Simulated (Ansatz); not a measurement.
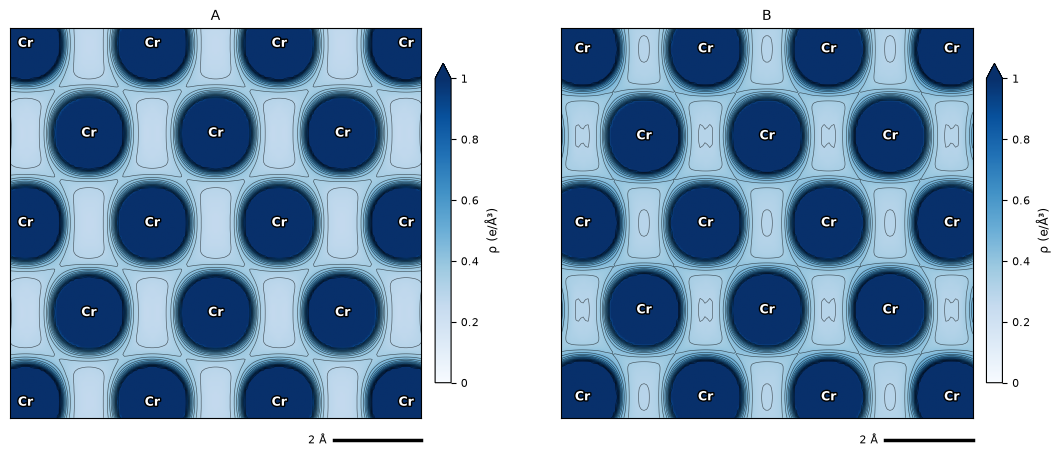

Cr. The valence electron density of two cells that differ in size, on the (101̄) plane of each (indices in the axes of the calculation cell), at one length scale and on one colour scale: A has 12.1 Å³ an atom and B 11.1.

The calculation used DFT PBE, scalar-relativistic, plane waves, PAW in Ansatz 0.2.0.

In a PAW calculation such maps are meaningful between the atoms, not at the nuclei.

The larger cell:

```
CELL_PARAMETERS angstrom
2.89415 0.00000 0.00000
0.00000 2.89415 0.00000
0.00000 0.00000 2.89415
ATOMIC_POSITIONS crystal
Cr 0.00000 0.00000 0.00000
Cr 0.50000 0.50000 0.50000
```

The smaller cell: a = 2.807 Å, b = 2.807 Å, c = 2.807 Å, α = 90.00°, β = 90.00°, γ = 90.00°.

What changes from the larger cell to the smaller?

From the larger cell to the smaller, Cr–Cr goes from 2.51 to 2.43 Å, and the density at its midpoint from 0.35 to 0.4 e/Å³; the pressure goes from −5.0 to 14 GPa; the largest moment (Cr) goes from 1.2 to 0.6 μB.
